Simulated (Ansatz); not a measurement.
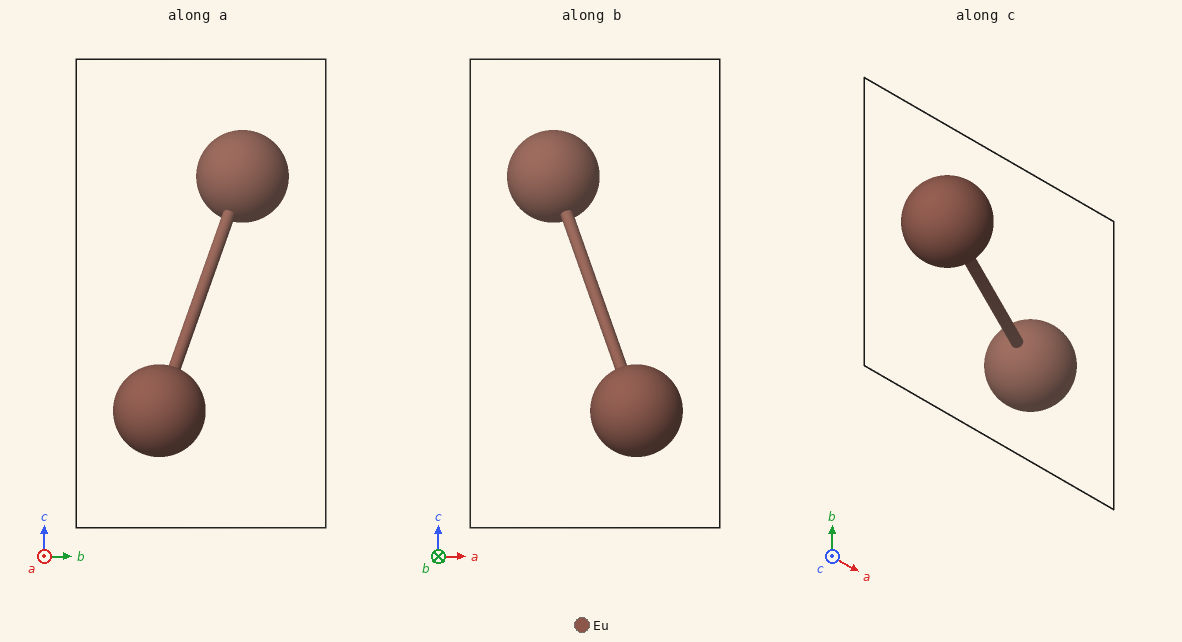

Ball-and-stick representation of a periodic structure, projected along the a axis, along the b axis and along the c axis. The edges of the conventional unit cell are marked.

Lattice parameters: a = 3.8811 Å, b = 3.8811 Å, c = 6.3165 Å, α = 90.000°, β = 90.000°, γ = 120.000°.

> Express the structure as a CIF with its space group and independent sites.

```cif
data_structure
_symmetry_space_group_name_H-M 'P 63/m m c'
_symmetry_Int_Tables_number 194
_cell_length_a 3.8811
_cell_length_b 3.8811
_cell_length_c 6.3165
_cell_angle_alpha 90.000
_cell_angle_beta 90.000
_cell_angle_gamma 120.000
_cell_volume 82.40
loop_
_atom_site_label
_atom_site_type_symbol
_atom_site_symmetry_multiplicity
_atom_site_Wyckoff_symbol
_atom_site_fract_x
_atom_site_fract_y
_atom_site_fract_z
_atom_site_occupancy
Eu1 Eu 2 d 0.3333 0.6667 0.7500 1
```

Origin of the cell: a structure type filled with this element by a generator (whether the element takes this form wasn't checked). The geometry comes from a coarse first relaxation with Ansatz 0.2.0, DFT PBE, scalar-relativistic, plane waves, PAW.
